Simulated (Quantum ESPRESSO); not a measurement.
**Run report: Ga, geometry relaxation (part 3 of 4)**

The same run, continued: Ga (P-1, 2 atoms in the cell); Kohn-Sham DFT of a periodic cell, PBEsol, GBRV 1.5 PBEsol, no spin polarisation (Quantum ESPRESSO 7.5); cutoff 761.92 eV, 6×4×4 k-mesh, fermi-dirac of 0.05 eV. The structure derives from a Materials Project entry.

Geometry of the input (Å; fractional positions):
```
2.7784  -0.0139  0.0000
-0.0164  3.2816  0.0000
-1.3434  0.0067  3.9903
Ga 0.1346  0.7500  0.7702
Ga 0.8654  0.2500  0.2298
```

### Output, continued
```
   -82.8468 -82.8430 -82.8352 -82.8311 -82.8299 -82.8266  -3.5853  -3.5796
    -3.5414  -3.4374  -3.3629  -3.3570  -3.2794  -3.2488  -3.2460  -3.1362
     0.8744   7.3330  13.4124  14.1657  15.3103  17.8919  18.4587  20.8009
    22.2992  27.7858  27.9147

          k = 0.1677 0.2125 0.0561 (  1738 PWs)   bands (ev):

   -82.8468 -82.8436 -82.8343 -82.8316 -82.8301 -82.8268  -3.6175  -3.5058
    -3.5037  -3.4476  -3.4209  -3.3778  -3.2575  -3.2522  -3.2234  -3.1564
     1.5769   8.2746  10.2115  13.2650  16.3377  16.9751  18.7281  20.0424
    23.4026  24.3594  26.3735

          k = 0.1677 0.2125 0.2302 (  1736 PWs)   bands (ev):

   -82.8463 -82.8446 -82.8329 -82.8325 -82.8298 -82.8271  -3.5688  -3.5399
    -3.4651  -3.4196  -3.3825  -3.3695  -3.2928  -3.2789  -3.2631  -3.1904
     2.5455   5.9445   9.9082  13.2936  15.2206  18.6202  21.0643  23.6424
    24.1231  24.9579  28.1095

          k = 0.1677 0.2125-0.2920 (  1736 PWs)   bands (ev):

   -82.8459 -82.8451 -82.8335 -82.8317 -82.8290 -82.8279  -3.5706  -3.5086
    -3.4632  -3.3971  -3.3964  -3.3681  -3.3155  -3.2969  -3.2491  -3.2072
     3.1242   4.9766  10.4678  12.2936  15.0996  20.6405  21.3416  23.8203
    24.3781  25.4187  27.1359

          k = 0.1677 0.2125-0.1180 (  1736 PWs)   bands (ev):

   -82.8467 -82.8439 -82.8344 -82.8313 -82.8296 -82.8273  -3.6016  -3.5231
    -3.4909  -3.4356  -3.4238  -3.3615  -3.2735  -3.2549  -3.2297  -3.1697
     1.7902   7.8256   9.4909  14.8928  15.6712  16.0879  19.2221  21.6976
    23.4850  24.2672  26.8279

          k = 0.1646-0.4225 0.0561 (  1746 PWs)   bands (ev):

   -82.8454 -82.8454 -82.8327 -82.8325 -82.8288 -82.8286  -3.5756  -3.5749
    -3.4395  -3.4341  -3.3683  -3.3665  -3.3173  -3.3145  -3.1806  -3.1780
     4.2140   4.2685  12.6342  12.6860  15.7346  15.7867  18.6683  18.8388
    22.2054  22.3775  32.2154

          k = 0.1646-0.4225 0.2302 (  1724 PWs)   bands (ev):

   -82.8460 -82.8459 -82.8324 -82.8322 -82.8287 -82.8283  -3.5450  -3.5437
    -3.4524  -3.4475  -3.3844  -3.3801  -3.2682  -3.2673  -3.2409  -3.2391
     5.1476   5.1994   8.9701   9.0202  17.6708  17.9253  21.1827  21.2096
    25.0582  25.2842  29.7798

          k = 0.1646-0.4225-0.2920 (  1714 PWs)   bands (ev):

   -82.8462 -82.8460 -82.8325 -82.8322 -82.8285 -82.8281  -3.5450  -3.5425
    -3.4555  -3.4522  -3.3712  -3.3680  -3.2772  -3.2771  -3.2429  -3.2417
     5.6522   5.6982   8.0482   8.0908  17.5900  17.8478  22.9812  23.0022
    25.9936  26.1935  28.5359

          k = 0.1646-0.4225-0.1180 (  1745 PWs)   bands (ev):

   -82.8456 -82.8455 -82.8327 -82.8325 -82.8287 -82.8284  -3.5758  -3.5747
    -3.4273  -3.4218  -3.3893  -3.3875  -3.3038  -3.3013  -3.1875  -3.1853
     4.4268   4.4812  11.1854  11.2368  17.4697  17.5431  18.5437  18.7151
    22.6483  22.8461  31.6050

          k = 0.1656-0.2108 0.0561 (  1742 PWs)   bands (ev):

   -82.8468 -82.8436 -82.8343 -82.8315 -82.8301 -82.8268  -3.6196  -3.5064
    -3.5037  -3.4488  -3.4149  -3.3819  -3.2598  -3.2512  -3.2236  -3.1528
     1.5489   8.3335  10.2014  13.2433  16.4760  17.0437  18.8176  20.1064
    23.2098  24.0588  26.0306

          k = 0.1656-0.2108 0.2302 (  1738 PWs)   bands (ev):

   -82.8464 -82.8445 -82.8330 -82.8323 -82.8296 -82.8273  -3.5684  -3.5399
    -3.4651  -3.4242  -3.3779  -3.3728  -3.2940  -3.2772  -3.2628  -3.1880
     2.5170   5.9208   9.9840  13.3711  15.3576  18.5867  20.9427  23.5442
    24.0688  24.8569  28.1239

          k = 0.1656-0.2108-0.2920 (  1734 PWs)   bands (ev):

   -82.8458 -82.8452 -82.8333 -82.8318 -82.8289 -82.8279  -3.5700  -3.5107
    -3.4625  -3.4028  -3.3929  -3.3691  -3.3161  -3.2947  -3.2489  -3.2044
     3.0955   4.9512  10.5464  12.3709  15.2363  20.5645  21.1813  23.7680
    24.3524  25.3179  27.1207

          k = 0.1656-0.2108-0.1180 (  1735 PWs)   bands (ev):

   -82.8466 -82.8439 -82.8343 -82.8314 -82.8297 -82.8271  -3.6037  -3.5238
    -3.4921  -3.4375  -3.4188  -3.3632  -3.2750  -3.2534  -3.2306  -3.1661
     1.7622   7.8348   9.5330  14.8922  15.7290  16.2129  19.3014  21.7456
    23.2469  24.0347  26.4984

          k = 0.3333 0.0017 0.1122 (  1742 PWs)   bands (ev):

   -82.8464 -82.8431 -82.8355 -82.8333 -82.8326 -82.8264  -3.5832  -3.5538
    -3.4637  -3.4483  -3.4452  -3.3010  -3.2985  -3.2605  -3.2291  -3.1243
     2.5334   8.8284  10.4247  13.4547  15.4075  15.7487  19.3304  21.6967
    23.3949  24.5260  25.4448

          k = 0.3333 0.0017 0.2863 (  1739 PWs)   bands (ev):

   -82.8455 -82.8440 -82.8354 -82.8334 -82.8317 -82.8273  -3.5549  -3.5446
    -3.4627  -3.4384  -3.3839  -3.3631  -3.3062  -3.3016  -3.1761  -3.1716
     3.8202   5.7276   9.4134  17.0812  17.1799  18.3428  18.8974  20.4525
    20.9589  23.0457  24.2438

          k = 0.3333 0.0017-0.2359 (  1730 PWs)   bands (ev):

   -82.8455 -82.8441 -82.8360 -82.8335 -82.8292 -82.8291  -3.5473  -3.5282
    -3.4624  -3.4582  -3.4043  -3.3521  -3.2908  -3.2830  -3.1891  -3.1883
     3.3558   6.4894   9.6876  15.5815  16.6511  17.9350  19.5808  20.8309
    21.7835  22.6735  24.5367

          k = 0.3333 0.0017-0.0618 (  1739 PWs)   bands (ev):

   -82.8464 -82.8431 -82.8362 -82.8334 -82.8313 -82.8270  -3.5859  -3.5471
    -3.4810  -3.4267  -3.4148  -3.3184  -3.3058  -3.2682  -3.2382  -3.1225
     2.3640   9.7903  11.0791  12.3973  14.2308  15.5889  19.0484  22.3375
    24.0063  25.3562  26.3194

          k = 0.3344 0.2133 0.1122 (  1728 PWs)   bands (ev):

   -82.8463 -82.8439 -82.8349 -82.8335 -82.8318 -82.8273  -3.6086  -3.5188
    -3.4848  -3.4552  -3.3941  -3.3299  -3.2889  -3.2572  -3.2131  -3.1411
     3.4479   9.3748  10.6051  11.6324  14.3680  16.4191  16.9140  19.7735
    21.3559  23.9202  25.8245

          k = 0.3344 0.2133 0.2863 (  1735 PWs)   bands (ev):

   -82.8458 -82.8447 -82.8350 -82.8334 -82.8311 -82.8278  -3.5709  -3.5140
    -3.4861  -3.4431  -3.3968  -3.3217  -3.3019  -3.2705  -3.2090  -3.1820
     4.7364   6.6146  10.2065  12.0303  13.8276  16.7785  18.8732  21.3338
    22.9846  24.8682  26.8713

          k = 0.3344 0.2133-0.2359 (  1731 PWs)   bands (ev):

   -82.8458 -82.8447 -82.8354 -82.8335 -82.8293 -82.8291  -3.5866  -3.5239
    -3.4604  -3.4309  -3.4016  -3.3351  -3.3070  -3.2836  -3.1931  -3.1717
     4.2767   7.3489  10.4003  11.6866  14.5131  16.0917  18.2701  21.3161
    22.6924  24.3678  26.4960

          k = 0.3344 0.2133-0.0618 (  1737 PWs)   bands (ev):

   -82.8463 -82.8439 -82.8355 -82.8335 -82.8308 -82.8278  -3.5953  -3.5414
    -3.4957  -3.4537  -3.4104  -3.3092  -3.2635  -3.2578  -3.2138  -3.1491
     3.2791   9.8030  10.9954  12.0963  13.5546  15.2975  17.8632  19.9098
    20.7074  22.6038  25.6705

          k = 0.3312-0.4217 0.1122 (  1739 PWs)   bands (ev):

   -82.8455 -82.8454 -82.8341 -82.8339 -82.8297 -82.8295  -3.5867  -3.5845
    -3.4884  -3.4862  -3.3180  -3.3133  -3.2712  -3.2672  -3.1801  -3.1786
     6.0057   6.1107  12.5813  12.5952  13.7762  13.9020  17.2466  17.3530
    20.1224  20.1765  29.7768

          k = 0.3312-0.4217 0.2863 (  1731 PWs)   bands (ev):

   -82.8458 -82.8457 -82.8341 -82.8339 -82.8295 -82.8292  -3.5716  -3.5693
    -3.4733  -3.4730  -3.3326  -3.3299  -3.2661  -3.2640  -3.2039  -3.2012
     7.1643   7.2502   9.6320   9.7006  12.9047  13.1055  20.8426  20.9981
    23.6733  23.8014  26.2604

          k = 0.3312-0.4217-0.2359 (  1732 PWs)   bands (ev):

   -82.8458 -82.8456 -82.8343 -82.8341 -82.8294 -82.8290  -3.5687  -3.5663
    -3.5085  -3.5076  -3.3036  -3.3020  -3.2673  -3.2660  -3.1963  -3.1945
     6.7848   6.8831  10.2950  10.3671  13.1378  13.3262  19.4342  19.6108
    23.2827  23.3765  26.8558

          k = 0.3312-0.4217-0.0618 (  1745 PWs)   bands (ev):

   -82.8454 -82.8453 -82.8343 -82.8341 -82.8296 -82.8293  -3.6105  -3.6083
    -3.4607  -3.4587  -3.3426  -3.3374  -3.2707  -3.2668  -3.1582  -3.1560
     5.8461   5.9522  13.4817  13.5364  14.1909  14.2820  16.3777  16.4026
    18.9295  18.9871  32.2746

          k = 0.3323-0.2100 0.1122 (  1744 PWs)   bands (ev):

   -82.8462 -82.8439 -82.8350 -82.8334 -82.8318 -82.8273  -3.6100  -3.5179
    -3.4862  -3.4562  -3.3914  -3.3316  -3.2911  -3.2549  -3.2136  -3.1387
     3.3931   9.4020  10.6916  11.7356  14.4373  16.3181  16.9606  19.6406
    21.1637  23.9550  25.5665

          k = 0.3323-0.2100 0.2863 (  1729 PWs)   bands (ev):

   -82.8458 -82.8447 -82.8349 -82.8335 -82.8308 -82.8280  -3.5721  -3.5150
    -3.4864  -3.4466  -3.3949  -3.3201  -3.3009  -3.2706  -3.2078  -3.1807
     4.6816   6.5708  10.2967  12.1971  13.9650  16.5842  18.8992  21.3909
    22.9194  24.6340  26.6482

          k = 0.3323-0.2100-0.2359 (  1726 PWs)   bands (ev):

   -82.8457 -82.8447 -82.8354 -82.8335 -82.8294 -82.8290  -3.5883  -3.5248
    -3.4609  -3.4332  -3.4010  -3.3336  -3.3071  -3.2829  -3.1899  -3.1717
     4.2217   7.3114  10.4856  11.8545  14.6439  16.0430  18.1446  21.2493
    22.6112  24.2591  26.2559

          k = 0.3323-0.2100-0.0618 (  1742 PWs)   bands (ev):

   -82.8462 -82.8440 -82.8355 -82.8334 -82.8309 -82.8277  -3.5976  -3.5409
    -3.4953  -3.4559  -3.4067  -3.3123  -3.2671  -3.2549  -3.2135  -3.1458
     3.2242   9.9072  11.0385  12.1822  13.6025  15.2467  17.8345  19.7341
    20.6028  22.6316  25.4062

          k =-0.5000-0.0025-0.1683 (  1736 PWs)   bands (ev):

   -82.8460 -82.8434 -82.8363 -82.8344 -82.8329 -82.8267  -3.5757  -3.5699
    -3.4994  -3.4762  -3.4390  -3.3049  -3.3015  -3.2368  -3.1424  -3.1265
     5.1878   6.1931  10.0319  11.7328  17.5902  18.0825  20.2097  20.6431
    22.0421  22.7617  24.2308

          k =-0.5000-0.0025 0.0057 (  1750 PWs)   bands (ev):

   -82.8457 -82.8436 -82.8367 -82.8346 -82.8316 -82.8274  -3.5857  -3.5612
    -3.5024  -3.4541  -3.3834  -3.3341  -3.3134  -3.2753  -3.1464  -3.1162
     5.0047   7.1046   8.2248  14.5285  15.1493  17.6901  20.2741  21.2465
    22.4210  22.5176  23.6021

          k =-0.5000-0.0025-0.5165 (  1750 PWs)   bands (ev):

   -82.8454 -82.8439 -82.8370 -82.8348 -82.8296 -82.8289  -3.5654  -3.5502
    -3.5027  -3.4682  -3.4182  -3.3247  -3.2955  -3.2434  -3.1735  -3.1301
     5.3547   6.1057   9.9025  11.4749  17.8449  18.4994  19.8964  20.7142
    22.2066  22.8706  24.1854

          k =-0.4990 0.2092-0.1683 (  1741 PWs)   bands (ev):

   -82.8460 -82.8441 -82.8359 -82.8344 -82.8320 -82.8276  -3.6349  -3.5468
    -3.4777  -3.4565  -3.4352  -3.3160  -3.2836  -3.2585  -3.1329  -3.1121
     6.0150   7.1208  10.8744  11.8998  13.7369  14.4541  18.7567  19.1277
    21.4462  21.9198  27.3316

          k =-0.4990 0.2092 0.0057 (  1732 PWs)   bands (ev):

   -82.8458 -82.8444 -82.8362 -82.8346 -82.8311 -82.8279  -3.5890  -3.5789
    -3.5168  -3.4670  -3.4253  -3.2858  -3.2626  -3.2537  -3.1616  -3.1129
     5.8281   8.0062   9.1538  12.6631  14.6365  15.4182  16.6347  17.6237
    22.9907  23.2844  27.5380

          k =-0.4990 0.2092-0.5165 (  1735 PWs)   bands (ev):

   -82.8456 -82.8445 -82.8364 -82.8348 -82.8296 -82.8291  -3.6296  -3.5533
    -3.4842  -3.4500  -3.4260  -3.3028  -3.2883  -3.2735  -3.1374  -3.1074
     6.1865   7.0320  10.7422  11.7707  13.7858  14.3765  18.6753  19.0984
    21.7243  22.0875  27.5285

          k =-0.4990 0.2092-0.3424 (  1738 PWs)   bands (ev):

   -82.8459 -82.8442 -82.8361 -82.8346 -82.8310 -82.8281  -3.5910  -3.5786
    -3.5181  -3.4692  -3.4212  -3.2859  -3.2640  -3.2484  -3.1639  -3.1128
     5.8990   7.9249   9.0913  12.4781  14.8495  15.5590  16.7341  17.7263
    22.7634  23.0689  27.5948

          k =-0.5021-0.4258-0.1683 (  1734 PWs)   bands (ev):

   -82.8455 -82.8454 -82.8351 -82.8348 -82.8298 -82.8297  -3.5915  -3.5891
    -3.5460  -3.5455  -3.3063  -3.3044  -3.2472  -3.2470  -3.1283  -3.1277
     8.5250   8.5375   9.7260   9.7852  13.6569  13.8016  15.8615  15.9860
    22.7963  22.9407  25.4802

          k =-0.5021-0.4258 0.0057 (  1738 PWs)   bands (ev):

   -82.8456 -82.8454 -82.8353 -82.8350 -82.8297 -82.8295  -3.6289  -3.6270
    -3.4868  -3.4864  -3.3497  -3.3449  -3.2430  -3.2379  -3.1144  -3.1129
     8.3855   8.5216  10.1889  10.2798  12.4287  12.4692  18.1760  18.1994
    19.7892  19.8236  30.0000

          k =-0.5021-0.4258-0.5165 (  1730 PWs)   bands (ev):

   -82.8456 -82.8454 -82.8354 -82.8352 -82.8296 -82.8292  -3.5989  -3.5964
    -3.5541  -3.5538  -3.3028  -3.3016  -3.2443  -3.2440  -3.1175  -3.1170
     8.6882   8.7061   9.6543   9.7157  13.3420  13.4931  15.8531  15.9789
    23.0369  23.1899  25.8927

     the Fermi energy is    11.3479 ev

!    total energy              =    -829.99224036 Ry
     estimated scf accuracy    <          6.7E-13 Ry
     smearing contrib. (-TS)   =      -0.00021142 Ry
     internal energy E=F+TS    =    -829.99202894 Ry

     The total energy is F=E-TS. E is the sum of the following terms:
     one-electron contribution =    -669.73204389 Ry
     hartree contribution      =     350.65730761 Ry
     xc contribution           =     -95.96338346 Ry
     ewald contribution        =    -414.95390919 Ry

     convergence has been achieved in   7 iterations

     Forces acting on atoms (cartesian axes, Ry/au):

     atom    1 type  1   force =     0.00001701    0.00001686   -0.00023679
     atom    2 type  1   force =    -0.00001701   -0.00001686    0.00023679

     Total force =     0.000337     Total SCF correction =     0.000004

     Computing stress (Cartesian axis) and pressure

          total   stress  (Ry/bohr**3)                   (kbar)     P=      -18.47
  -0.00002034   0.00003916  -0.00001240           -2.99        5.76       -1.82
   0.00003916  -0.00015355  -0.00000784            5.76      -22.59       -1.15
  -0.00001240  -0.00000784  -0.00020287           -1.82       -1.15      -29.84

     Energy error            =      3.5E-06 Ry
     Gradient error          =      2.4E-04 Ry/Bohr

     bfgs converged in  11 scf cycles and  10 bfgs steps
     (criteria: energy <  1.0E-05 Ry, force <  4.0E-04 Ry/Bohr)

     End of BFGS Geometry Optimization

     Final energy             =    -829.9922403570 Ry

     File ./tmp/pwscf.bfgs deleted, as requested
Begin final coordinates

ATOMIC_POSITIONS (bohr)
Ga              -1.3103076170        4.6579986029        5.8386867210
Ga               3.9910408631        1.5297845587        1.7018367447
End final coordinates

=------------------------------------------------------------------------------=
   JOB DONE.
=------------------------------------------------------------------------------=
```

### Trajectory as extended XYZ (Å, eV, eV/Å), 11 frames, from step=0 to step=10
```
2
Lattice="2.7784 -0.0139 0.0000 -0.0164 3.2816 0.0000 -1.3434 0.0067 3.9903" Properties=species:S:1:pos:R:3:forces:R:3 step=0 energy=-11292.61687
Ga   -0.6730    2.4645    3.0732   -0.0328  -0.0002   0.1329
Ga    2.0916    0.8099    0.9171    0.0328   0.0002  -0.1329
2
Lattice="2.7784 -0.0139 0.0000 -0.0164 3.2816 0.0000 -1.3434 0.0067 3.9903" Properties=species:S:1:pos:R:3:forces:R:3 step=1 energy=-11292.61758
Ga   -0.6737    2.4645    3.0759   -0.0315  -0.0001   0.1129
Ga    2.0923    0.8099    0.9144    0.0315   0.0001  -0.1129
2
Lattice="2.7784 -0.0139 0.0000 -0.0164 3.2816 0.0000 -1.3434 0.0067 3.9903" Properties=species:S:1:pos:R:3:forces:R:3 step=2 energy=-11292.61823
Ga   -0.6745    2.4645    3.0789   -0.0311   0.0001   0.0872
Ga    2.0931    0.8099    0.9114    0.0311  -0.0001  -0.0872
2
Lattice="2.7784 -0.0139 0.0000 -0.0164 3.2816 0.0000 -1.3434 0.0067 3.9903" Properties=species:S:1:pos:R:3:forces:R:3 step=3 energy=-11292.61892
Ga   -0.6760    2.4645    3.0833   -0.0289   0.0003   0.0502
Ga    2.0946    0.8099    0.9070    0.0289  -0.0003  -0.0502
2
Lattice="2.7784 -0.0139 0.0000 -0.0164 3.2816 0.0000 -1.3434 0.0067 3.9903" Properties=species:S:1:pos:R:3:forces:R:3 step=4 energy=-11292.61936
Ga   -0.6787    2.4645    3.0897   -0.0247   0.0006  -0.0042
Ga    2.0973    0.8099    0.9005    0.0247  -0.0006   0.0042
2
Lattice="2.7784 -0.0139 0.0000 -0.0164 3.2816 0.0000 -1.3434 0.0067 3.9903" Properties=species:S:1:pos:R:3:forces:R:3 step=5 energy=-11292.61939
Ga   -0.6795    2.4645    3.0904   -0.0232   0.0006  -0.0099
Ga    2.0981    0.8099    0.8999    0.0232  -0.0006   0.0099
2
Lattice="2.7784 -0.0139 0.0000 -0.0164 3.2816 0.0000 -1.3434 0.0067 3.9903" Properties=species:S:1:pos:R:3:forces:R:3 step=6 energy=-11292.61943
Ga   -0.6806    2.4646    3.0908   -0.0212   0.0007  -0.0131
Ga    2.0992    0.8099    0.8995    0.0212  -0.0007   0.0131
2
Lattice="2.7784 -0.0139 0.0000 -0.0164 3.2816 0.0000 -1.3434 0.0067 3.9903" Properties=species:S:1:pos:R:3:forces:R:3 step=7 energy=-11292.61949
Ga   -0.6824    2.4646    3.0910   -0.0182   0.0007  -0.0153
Ga    2.1009    0.8098    0.8993    0.0182  -0.0007   0.0153
2
Lattice="2.7784 -0.0139 0.0000 -0.0164 3.2816 0.0000 -1.3434 0.0067 3.9903" Properties=species:S:1:pos:R:3:forces:R:3 step=8 energy=-11292.61958
Ga   -0.6850    2.4647    3.0910   -0.0138   0.0007  -0.0158
Ga    2.1036    0.8098    0.8993    0.0138  -0.0007   0.0158
2
Lattice="2.7784 -0.0139 0.0000 -0.0164 3.2816 0.0000 -1.3434 0.0067 3.9903" Properties=species:S:1:pos:R:3:forces:R:3 step=9 energy=-11292.61967
Ga   -0.6889    2.4648    3.0906   -0.0070   0.0006  -0.0132
Ga    2.1075    0.8097    0.8996    0.0070  -0.0006   0.0132
2
Lattice="2.7784 -0.0139 0.0000 -0.0164 3.2816 0.0000 -1.3434 0.0067 3.9903" Properties=species:S:1:pos:R:3:forces:R:3 step=10 energy=-11292.61972
Ga   -0.6934    2.4649    3.0897    0.0004   0.0004  -0.0061
Ga    2.1120    0.8095    0.9006   -0.0004  -0.0004   0.0061
```

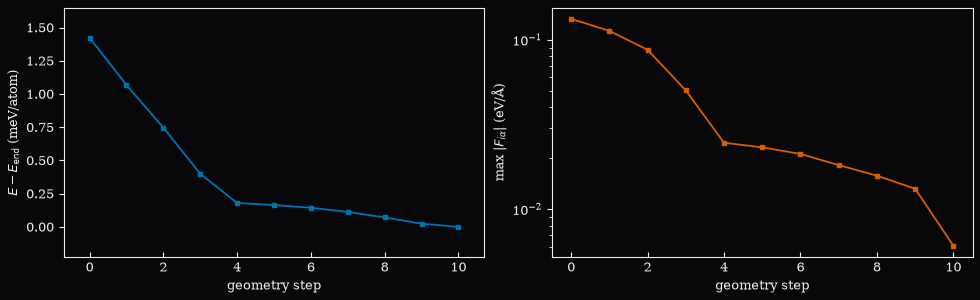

Figure 1. Progress of the relaxation, step by step (steps are counted from 0).

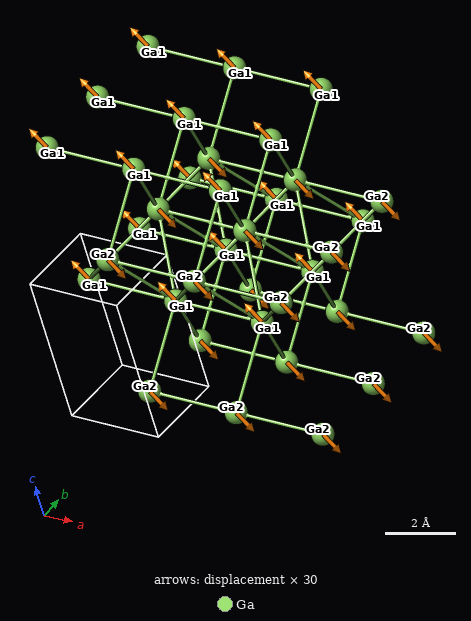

Figure 2. The starting structure with the displacements as orange arrows, magnified 30 times (ball-and-stick view of the cell of the calculation, repeated 3 × 3 × 2, seen at an oblique angle). The largest moves, 0.026 Å, are those of Ga1 and Ga2. The cell stays as it was. Among the contacts that change: Ga1–Ga2 2.822 → 2.781 Å. The space group stays P-1 (No. 2). The energy falls by 1.4 meV per atom in 10 geometry steps. The largest force component goes from 0.13 to 0.0061 eV/Å. (Atoms are counted from 1 in the order of the input.)
